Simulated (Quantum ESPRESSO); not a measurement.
**Collinear magnetic orders of FeS2 with Quantum ESPRESSO**

A self-consistent run ends on one state, which hangs on the start. Several orders of FeS2 are started in Quantum ESPRESSO and their energies compared.

Main program and level: Quantum ESPRESSO 7.5; LDA; plane waves with GBRV 1.5 LDA potentials, no spin-orbit coupling.

### Step 1. The structure

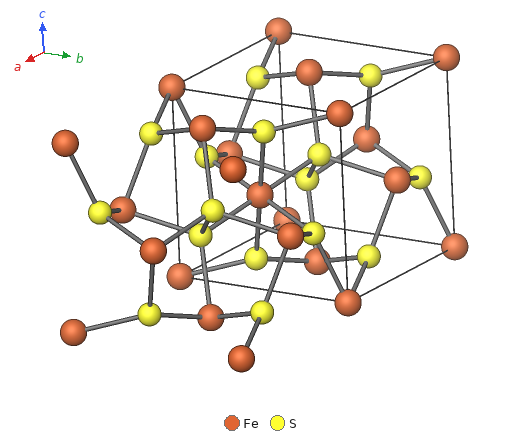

Start, viewed slightly off an axis; iron orange, sulfur yellow. 2×1×1 cells are drawn. Bonds to atoms that aren't drawn are left out. Some periodic images of atoms are drawn too.

The cell comes from the Crystallography Open Database.

### Step 2. Run 1 (ferro ++++)

The signs are those of the starting moments on the seeded atoms, the atoms that are given a moment.

Contents of pw.in:

```
&CONTROL
  calculation = 'scf'
  prefix = 'pwscf'
  outdir = './tmp'
  pseudo_dir = './pseudo'
  disk_io = 'nowf'
/
&SYSTEM
  ibrav = 0
  celldm(1) = 8
  nat = 12
  ntyp = 2
  ecutwfc = 40
  ecutrho = 280
  nbnd = 80
  occupations = 'smearing'
  smearing = 'fd'
  degauss = 0.00367493
  nspin = 2
  starting_magnetization(1) = 0.25
  starting_magnetization(2) = 0
/
&ELECTRONS
  conv_thr = 2.4d-08
  electron_maxstep = 150
  mixing_beta = 0.3
/
ATOMIC_SPECIES
Fe     55.8450 fe_lda_v1.5.uspp.F.UPF
S      32.0600 s_lda_v1.4.uspp.F.UPF
CELL_PARAMETERS alat
   1.2797697747497    0.0000000000000    0.0000000000000
   0.0000000000000    1.2797697747497    0.0000000000000
   0.0000000000000    0.0000000000000    1.2797697747497
ATOMIC_POSITIONS crystal
Fe      0.0000000000    0.0000000000    0.0000000000
Fe      0.5000000000    0.0000000000    0.5000000000
Fe      0.5000000000    0.5000000000    0.0000000000
Fe      0.0000000000    0.5000000000    0.5000000000
S       0.3848200000    0.3848200000    0.3848200000
S       0.1151800000    0.6151800000    0.8848200000
S       0.8848200000    0.1151800000    0.6151800000
S       0.6151800000    0.8848200000    0.1151800000
S       0.6151800000    0.6151800000    0.6151800000
S       0.8848200000    0.3848200000    0.1151800000
S       0.1151800000    0.8848200000    0.3848200000
S       0.3848200000    0.1151800000    0.8848200000
K_POINTS automatic
4 4 4 0 0 0
```

The run is started by

```
> OMP_NUM_THREADS=1 mpirun -n 4 pw.x -nk 4 -in pw.in > pw.out
```

What it wrote:

```text
Program PWSCF v.7.5 starts

     Message from routine setup:
     using ibrav=0 with symmetry is DISCOURAGED, use correct ibrav instead

     K-points division:     npool     =       4
     Subspace diagonalization in iterative solution of the eigenvalue problem:

     G-vector sticks info
     --------------------
     sticks:   dense  smooth     PW     G-vecs:    dense   smooth      PW
     Sum        2337    1329    385                84823    36449    5743

     Using Slab Decomposition

     bravais-lattice index     =            0
     lattice parameter (alat)  =       8.0000  a.u.
     unit-cell volume          =    1073.1625 (a.u.)^3
     number of atoms/cell      =           12
     number of atomic types    =            2
     number of electrons       =       112.00
     number of Kohn-Sham states=           80
     kinetic-energy cutoff     =      40.0000  Ry
     charge density cutoff     =     280.0000  Ry
     scf convergence threshold =      2.4E-08
     mixing beta               =       0.3000
     number of iterations used =            8  plain     mixing
     Exchange-correlation=  SLA  PZ   NOGX NOGC
                           (   1   1   0   0   0   0   0)

     celldm(1)=   8.000000  celldm(2)=   0.000000  celldm(3)=   0.000000
     celldm(4)=   0.000000  celldm(5)=   0.000000  celldm(6)=   0.000000

     crystal axes: (cart. coord. in units of alat)
               a(1) = (   1.279770   0.000000   0.000000 )
               a(2) = (   0.000000   1.279770   0.000000 )
               a(3) = (   0.000000   0.000000   1.279770 )

     reciprocal axes: (cart. coord. in units 2 pi/alat)
               b(1) = (  0.781391  0.000000  0.000000 )
               b(2) = (  0.000000  0.781391  0.000000 )
               b(3) = (  0.000000  0.000000  0.781391 )

     PseudoPot. # 1 for Fe read from file:
     fe_lda_v1.5.uspp.F.UPF
     Pseudo is Ultrasoft + core correction, Zval = 16.0
     Generated by new atomic code, or converted to UPF format
     Using radial grid of  861 points,  6 beta functions with:
                l(1) =   0
                l(2) =   0
                l(3) =   1
                l(4) =   1
                l(5) =   2
                l(6) =   2
     Q(r) pseudized with  8 coefficients,  rinner =    1.000   1.000   1.000
                                                       1.000   1.000

     PseudoPot. # 2 for S  read from file:
     s_lda_v1.4.uspp.F.UPF
     Pseudo is Ultrasoft + core correction, Zval =  6.0
     Generated by new atomic code, or converted to UPF format
     Using radial grid of  907 points,  6 beta functions with:
                l(1) =   0
                l(2) =   0
                l(3) =   1
                l(4) =   1
                l(5) =   2
                l(6) =   2
     Q(r) pseudized with  8 coefficients,  rinner =    1.300   1.300   1.300
                                                       1.300   1.300

     atomic species   valence    mass     pseudopotential
     Fe               16.00    55.84500     Fe( 1.00)
     S                 6.00    32.06000     S ( 1.00)

     Starting magnetic structure
     atomic species   magnetization
     Fe              0.250
     S               0.000

     24 Sym. Ops., with inversion, found (18 have fractional translation)

   Cartesian axes

     site n.     atom                  positions (alat units)
         1        Fe     tau(   1) = (   0.0000000   0.0000000   0.0000000  )
         2        Fe     tau(   2) = (   0.6398849   0.0000000   0.6398849  )
         3        Fe     tau(   3) = (   0.6398849   0.6398849   0.0000000  )
         4        Fe     tau(   4) = (   0.0000000   0.6398849   0.6398849  )
         5        S      tau(   5) = (   0.4924810   0.4924810   0.4924810  )
         6        S      tau(   6) = (   0.1474039   0.7872888   1.1323659  )
         7        S      tau(   7) = (   1.1323659   0.1474039   0.7872888  )
         8        S      tau(   8) = (   0.7872888   1.1323659   0.1474039  )
         9        S      tau(   9) = (   0.7872888   0.7872888   0.7872888  )
        10        S      tau(  10) = (   1.1323659   0.4924810   0.1474039  )
        11        S      tau(  11) = (   0.1474039   1.1323659   0.4924810  )
        12        S      tau(  12) = (   0.4924810   0.1474039   1.1323659  )

     number of k points=    11  Fermi-Dirac smearing, width (Ry)=  0.0037
                       cart. coord. in units 2pi/alat
        k(    1) = (   0.0000000   0.0000000   0.0000000), wk =   0.0156250
        k(    2) = (   0.0000000   0.0000000   0.1953476), wk =   0.0937500
        k(    3) = (   0.0000000   0.0000000  -0.3906953), wk =   0.0468750
        k(    4) = (   0.0000000   0.1953476   0.1953476), wk =   0.1875000
        k(    5) = (   0.0000000   0.1953476  -0.3906953), wk =   0.0937500
        [... 6 further k-points ...]

     Dense  grid:    84823 G-vectors     FFT dimensions: (  60,  60,  60)

     Smooth grid:    36449 G-vectors     FFT dimensions: (  48,  48,  48)

     Check: negative core charge=   -0.000026
     Generating pointlists ...
     new r_m :   0.2206 (alat units)  1.7648 (a.u.) for type    1
     new r_m :   0.2106 (alat units)  1.6851 (a.u.) for type    2

     Initial potential from superposition of free atoms

     starting charge     107.9997, renormalised to     112.0000
     Starting wfcs are   84 randomized atomic wfcs

     Self-consistent Calculation

     iteration #  1     ecut=    40.00 Ry     beta= 0.30
     Davidson diagonalization with overlap
     ethr =  1.00E-02,  avg # of iterations =  5.5

     total energy              =   -1194.16461748 Ry
     estimated scf accuracy    <       1.15350255 Ry

     total magnetization       =     6.22 Bohr mag/cell
     absolute magnetization    =     9.18 Bohr mag/cell

     iteration #  2     ecut=    40.00 Ry     beta= 0.30
     Davidson diagonalization with overlap
     ethr =  1.03E-03,  avg # of iterations =  1.8

     total energy              =   -1194.22930437 Ry
     estimated scf accuracy    <       0.90887950 Ry

     total magnetization       =     4.36 Bohr mag/cell
     absolute magnetization    =     7.54 Bohr mag/cell

     iteration #  3     ecut=    40.00 Ry     beta= 0.30
     Davidson diagonalization with overlap
     ethr =  8.11E-04,  avg # of iterations =  1.6

     total energy              =   -1194.34566892 Ry
     estimated scf accuracy    <       0.48329888 Ry

     total magnetization       =     4.54 Bohr mag/cell
     absolute magnetization    =     7.71 Bohr mag/cell

     [... further iterations left out ...]

     iteration # 12     ecut=    40.00 Ry     beta= 0.30
     Davidson diagonalization with overlap
     ethr =  7.08E-08,  avg # of iterations =  2.6

     total energy              =   -1194.62791697 Ry
     estimated scf accuracy    <       0.00000952 Ry

     total magnetization       =    -0.00 Bohr mag/cell
     absolute magnetization    =     0.01 Bohr mag/cell

     iteration # 13     ecut=    40.00 Ry     beta= 0.30
     Davidson diagonalization with overlap
     ethr =  8.50E-09,  avg # of iterations =  4.5

     total energy              =   -1194.62792279 Ry
     estimated scf accuracy    <       0.00000228 Ry

     total magnetization       =     0.00 Bohr mag/cell
     absolute magnetization    =     0.01 Bohr mag/cell

     iteration # 14     ecut=    40.00 Ry     beta= 0.30
     Davidson diagonalization with overlap
     ethr =  2.04E-09,  avg # of iterations =  2.1

     total energy              =   -1194.62792331 Ry
     estimated scf accuracy    <       0.00000014 Ry

     total magnetization       =    -0.00 Bohr mag/cell
     absolute magnetization    =     0.00 Bohr mag/cell

     iteration # 15     ecut=    40.00 Ry     beta= 0.30
     Davidson diagonalization with overlap
     ethr =  1.23E-10,  avg # of iterations =  4.5

     Magnetic moment per site  (integrated on atomic sphere of radius R)
     atom   1 (R=0.221)  charge= 14.0641  magn=  0.0000
     atom   2 (R=0.221)  charge= 14.0641  magn=  0.0000
     atom   3 (R=0.221)  charge= 14.0641  magn=  0.0000
     atom   4 (R=0.221)  charge= 14.0641  magn=  0.0000
     atom   5 (R=0.211)  charge=  3.3941  magn= -0.0000
     atom   6 (R=0.211)  charge=  3.3941  magn= -0.0000
     atom   7 (R=0.211)  charge=  3.3941  magn= -0.0000
     atom   8 (R=0.211)  charge=  3.3941  magn= -0.0000
     atom   9 (R=0.211)  charge=  3.3941  magn= -0.0000
     atom  10 (R=0.211)  charge=  3.3941  magn= -0.0000
     atom  11 (R=0.211)  charge=  3.3941  magn= -0.0000
     atom  12 (R=0.211)  charge=  3.3941  magn= -0.0000

     End of self-consistent calculation

     [... lines left out ...]
     the Fermi energy is    12.7346 ev

!    total energy              =   -1194.62792341 Ry
     estimated scf accuracy    <          6.3E-09 Ry
     smearing contrib. (-TS)   =      -0.00003611 Ry
     internal energy E=F+TS    =   -1194.62788731 Ry

     The total energy is F=E-TS. E is the sum of the following terms:
     one-electron contribution =    -651.79155913 Ry
     hartree contribution      =     385.96352389 Ry
     xc contribution           =    -183.31779504 Ry
     ewald contribution        =    -745.48205702 Ry

     total magnetization       =    -0.00 Bohr mag/cell
     absolute magnetization    =     0.00 Bohr mag/cell

     convergence has been achieved in  15 iterations

=------------------------------------------------------------------------------=
   JOB DONE.
=------------------------------------------------------------------------------=
```

Wall time 97 s (4 MPI ranks of Arm Neoverse V1, shared host); peak memory 0.85 GiB.

The spin moment in the atom's sphere vanishes on all atoms.

Numbers from this step:

```
smearing term TS       : 4.91e-4 eV
magnetization          : 0 μB
absolute magnetization : 0 μB
final state            : non-magnetic
```

(Part 1 of 2 ends here.)

[Logs and program files are shortened in this print: banners, set-up blocks, solver, clock and traceback lines can be left out without a mark of their own.]

[Logs are printed without paths, hosts, clocks, repeated set-up lines and the standing remarks that a program may print on its own settings, such as how far it seeks lower states.]

[Hosts, paths, dates, database ids (printed as entryN), source tags and the programs' standing remarks are cut or masked in the printed files.]

[Where a cell is said to come from a database of computed structures, the database is the Materials Project.]
